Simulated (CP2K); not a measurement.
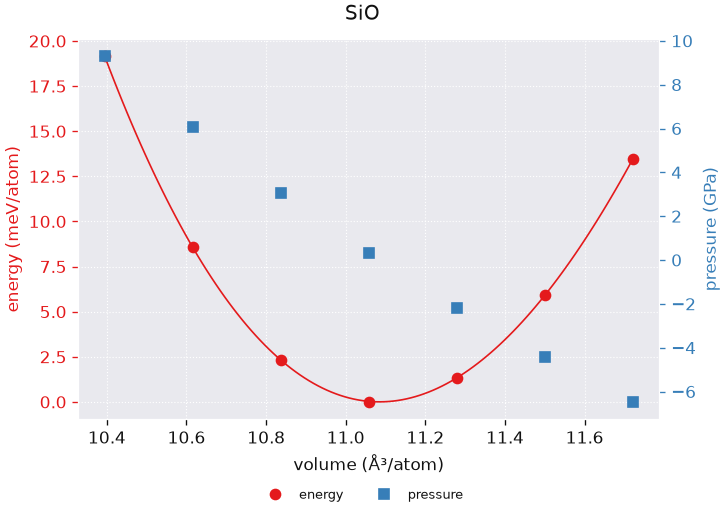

Energy and pressure against volume for SiO, space group Pm-3m (No. 221) (cell built by us, not taken from a database).

A third-order Birch–Murnaghan fit gives V0 = 11.09 Å³/atom, B0 = 129 GPa and B′ = 3.7. The energy is 19.16 meV/atom at volume 10.39 Å³/atom and 13.47 meV/atom at 11.72 Å³/atom; the lowest computed point is at volume 11.06 Å³/atom (0.02 meV/atom). The pressure falls from 9.30 GPa at volume 10.39 Å³/atom to −6.47 GPa at 11.72 Å³/atom, and changes sign near 11.09 Å³/atom.

Computed with CP2K 2026.2: DFT in Gaussian orbitals with a plane-wave density, no spin polarisation; energies at scaled volumes of the given cell, shape and fractions fixed, counted from the fit's minimum, third-order Birch-Murnaghan fit. Level: PBE.

```
         setting                                                                                                                       value
          k mesh                                                                                                                       9×9×9
     occupations                                                                                                                 Fermi–Dirac
  smearing width                                                                                                                     0.05 eV
      potentials                                                                                                 GTH PBE with UZH TZVP basis
  density cutoff                                                                                                                     8163 eV
program settings  ngrids 5, basis sets Si TZVP-MOLOPT-PBE-GTH-q4, basis sets O TZVP-MOLOPT-PBE-GTH-q6, cutoff ry 600 Ry, rel cutoff ry 60 Ry
```

Cell as given: a = 2.807 Å, b = 2.807 Å, c = 2.807 Å, α = 90.00°, β = 90.00°, γ = 90.00°; 2 atoms.
